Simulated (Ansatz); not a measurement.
Consider Si2Mo (slab).

```xyz
9
Lattice="3.2169 0.0000 0.0000 0.0000 3.2169 0.0000 0.0000 0.0000 25.4697" Properties=species:S:1:pos:R:3 pbc="T T T"
Si    0.0000    0.0000    7.6047
Mo    1.6084    1.6084    8.8255
Si    0.0000    0.0000   10.1137
Si    1.6084    1.6084   11.4226
Mo    0.0000    0.0000   12.7348
Si    1.6084    1.6084   14.0470
Si    0.0000    0.0000   15.3559
Mo    1.6084    1.6084   16.6442
Si    0.0000    0.0000   17.8649
```

Computed without spin polarisation.

These are results of DFT PBE, scalar-relativistic, plane waves, PAW (Ansatz 0.2.0), not measurements.

Predict the valence pseudo-density and electron localisation function between the atoms.

Si–Si (2.51 Å): ρ is about 0.37 e/Å³ halfway; the ELF peaks at about 0.60 in the valence shell of Si, 0.9 Å from its nucleus, and is about 0.55 at the midpoint.
Si–Mo (2.62 Å): ρ is about 0.4 e/Å³ halfway; the ELF peaks at about 0.80 in the valence shell of Si, 0.9 Å from its nucleus, and is about 0.40 at the midpoint.

Does the calculation give a band gap?

It is gapless in this calculation (a metal or semimetal).

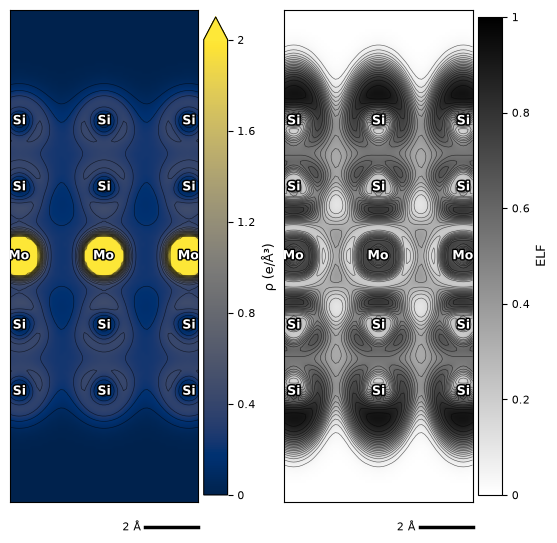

Computed valence pseudo-density and electron localisation function on the (100) plane of the calculation cell, a cut from vacuum to vacuum, in this order. 

In a PAW calculation such maps are meaningful between the atoms, not at the nuclei.
